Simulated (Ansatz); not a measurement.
The structure in question:

```
Na H
1.0
     4.83091    0.00000    0.00000
     0.00000    4.83091    0.00000
     0.00000    0.00000    4.83091
Na H
4 4
Cartesian
  0.0000 0.0000 0.0000
  0.0000 2.4155 2.4155
  2.4155 0.0000 2.4155
  2.4155 2.4155 0.0000
  2.4155 0.0000 0.0000
  2.4155 2.4155 2.4155
  0.0000 0.0000 2.4155
  0.0000 2.4155 0.0000
```

**Characterise the structure given above.**

Its composition is NaH. Space group Fm-3m (No. 225), lattice face-centred cubic. Type of structure: rock salt (NaCl type). Atoms per cell: 8 (4 Na, 4 H). The polyhedra are NaH6 octahedra; they share corners and edges. Na is coordinated by six H in an octahedral arrangement at 2.42 Å. Each H has six Na in an octahedral arrangement at 2.42 Å. The bonds build a three-dimensional framework.

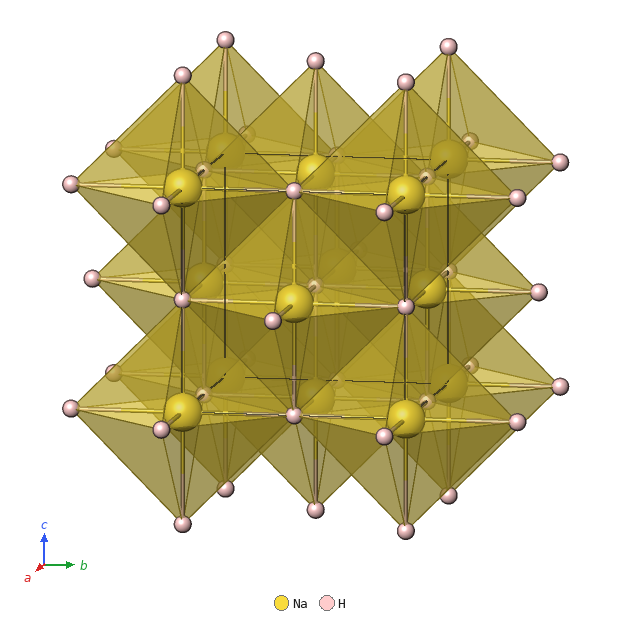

We look at a polyhedral model of the crystal slightly off an axis. The conventional unit cell is drawn as a box. Some atoms of the next cells are drawn as well.

Its origin is a structure listed in the Materials Project. Earlier steps of the study may have refined or changed the cell and positions. Ansatz was used for an electronic-structure calculation on it.
